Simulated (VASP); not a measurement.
Input of the run:

INCAR:
```
PREC = Accurate
ENCUT = 520
EDIFF = 1E-7
ISMEAR = 0
SIGMA = 0.02
LREAL = F
LASPH = T
NELM = 100
ALGO = Normal
ISIF = 2
LWAVE = F
LCHARG = F
METAGGA = R2SCAN
LMIXTAU = T
NBANDS = 16
```

KPOINTS:
```
Automatic mesh
0
Gamma
  8 8 8
```

POSCAR:
```
ZnSe
1.0
    0.0000000000      2.8202400000      2.8202400000
    2.8202400000      0.0000000000      2.8202400000
    2.8202400000      2.8202400000      0.0000000000
Zn Se
1 1
Direct
    0.0000000000      0.0000000000      0.0000000000
    0.2500000000      0.2500000000      0.2500000000
```

KPOINTS_OPT:
```
path GXWKGLUWLK,UX
10
line-mode
reciprocal
 0.0000000000  0.0000000000  0.0000000000  G
 0.5000000000  0.0000000000  0.5000000000  X

 0.5000000000  0.0000000000  0.5000000000  X
 0.5000000000  0.2500000000  0.7500000000  W

 0.5000000000  0.2500000000  0.7500000000  W
 0.3750000000  0.3750000000  0.7500000000  K

 0.3750000000  0.3750000000  0.7500000000  K
 0.0000000000  0.0000000000  0.0000000000  G

 0.0000000000  0.0000000000  0.0000000000  G
 0.5000000000  0.5000000000  0.5000000000  L

 0.5000000000  0.5000000000  0.5000000000  L
 0.6250000000  0.2500000000  0.6250000000  U

 0.6250000000  0.2500000000  0.6250000000  U
 0.5000000000  0.2500000000  0.7500000000  W

 0.5000000000  0.2500000000  0.7500000000  W
 0.5000000000  0.5000000000  0.5000000000  L

 0.5000000000  0.5000000000  0.5000000000  L
 0.3750000000  0.3750000000  0.7500000000  K

 0.6250000000  0.2500000000  0.6250000000  U
 0.5000000000  0.0000000000  0.5000000000  X
```

System: zincblende ZnSe, space group F-43m (No. 216), 2 atoms in the primitive cell.

Level of theory: r2SCAN, VASP PAW PBE potentials, release 64 (Zn, Se), no spin polarisation, no spin-orbit coupling, 8×8×8 k mesh, 520 eV cutoff, Gaussian smearing of 0.02 eV; code VASP 6.6.1.

Predict the main features of the band structure. The path is Γ–X–W–K–Γ–L–U–W–L–K|U–X.

A semiconductor. The gap along this path is 1.93 eV and direct: both edges lie at Γ. Three bands meet at the valence-band top at Γ: it is triply degenerate (spin aside). The direct gaps are 5.85 eV at K, 5.59 eV at X and 1.93 eV at Γ.

The PAW data sets were made with another functional. Spin-orbit coupling is left out, which matters for Se. LDA, GGA and most meta-GGA functionals understate gaps. The cell was derived from a database entry in an earlier step, so it needn't be the measured one.

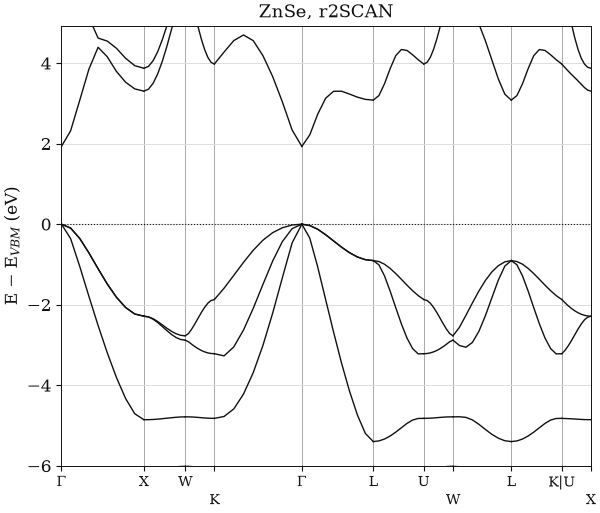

Band structure. Energies are counted from the top of the valence band.
